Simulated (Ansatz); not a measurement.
# GaP (F-43m): refractive index against wavelength

The refractive index of GaP (F-43m) below the direct gap (1.83 eV on the mesh) is read from one computed spectrum, n = √(Re ε).

It takes space group F-43m (No. 216, cubic). Conventional cell: a = 5.451 Å, b = 5.451 Å, c = 5.451 Å, α = 90.00°, β = 90.00°, γ = 90.00°. Around Ga on site a lie 4 P at 2.36 Å. P on site c is surrounded by 4 Ga at 2.36 Å.

Method: Ansatz 0.2.0, PBE, independent particles, k-mesh 10×10×10 with interpolation inside its cells, Gaussian parameter 0.1 eV.

Launch of the response step: `ansatz run input.yaml --threads 2 --pin off --max-ram 5120MiB --backend cpu --events-out ev --progress --plain --runs-dir out`. The run took 17 s, on 2 threads of Intel(R) Xeon(R) Platinum 8488C (Sapphire Rapids), on a shared host.

| wavelength (nm) | photon energy E (eV) | n |
| --- | --- | --- |
| 3000 | 0.413 | 3.3162 |
| 2000 | 0.620 | 3.3362 |
| 1550 | 0.800 | 3.3609 |
| 1310 | 0.946 | ? |
| 1064 | 1.165 | 3.4370 |

In the single-oscillator model n² − 1 = E₀E_d/(E₀² − E²), so 1/(n² − 1) = E₀/E_d − E²/(E₀E_d) is linear in E².

Working, on the rows shown:

| x = E² (eV²) | y = 1/(n² − 1) |
| --- | --- |
| 0.170801 | 0.100028 |
| 0.384302 | 0.0987144 |
| 0.639837 | 0.0971284 |
| 1.35784 | 0.0924815 |

Means: x̄ = 0.6382, ȳ = 0.097088. Σ(x − x̄)(y − ȳ) = -0.005102, Σ(x − x̄)² = 0.8008. Slope = -0.005102 / 0.8008 = -0.006371; intercept = ȳ − slope · x̄ = 0.10115. Turned back into n, the line misses the rows shown by at most 0.0008.

**Question.** What does the fit predict for the withheld row, and how well does it do?

**Answer.** At x = 0.89576 the line gives y = 0.095447, that is 3.3878. The run gave 3.3871, so the interpolation is off by 0.00067, 0.6 % of the range in the table.

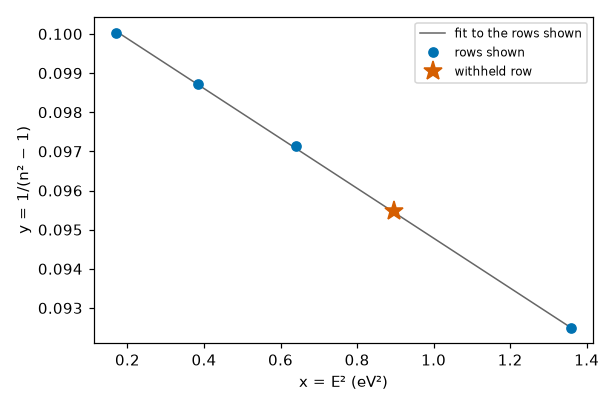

Refitted with all rows, the slope is -0.006361 and the intercept 0.10116. These give E₀ = √(intercept/−slope) = 3.99 eV and E_d = E₀/intercept = 39.4 eV; E₀ is 2.2 times the direct gap. The electronic limit at long wavelengths, without lattice vibrations, is n = √(1 + 1/intercept) = 3.299. Excitons are left out and so are local fields; PBE gaps are as a rule too small. Spin-orbit coupling is left out.
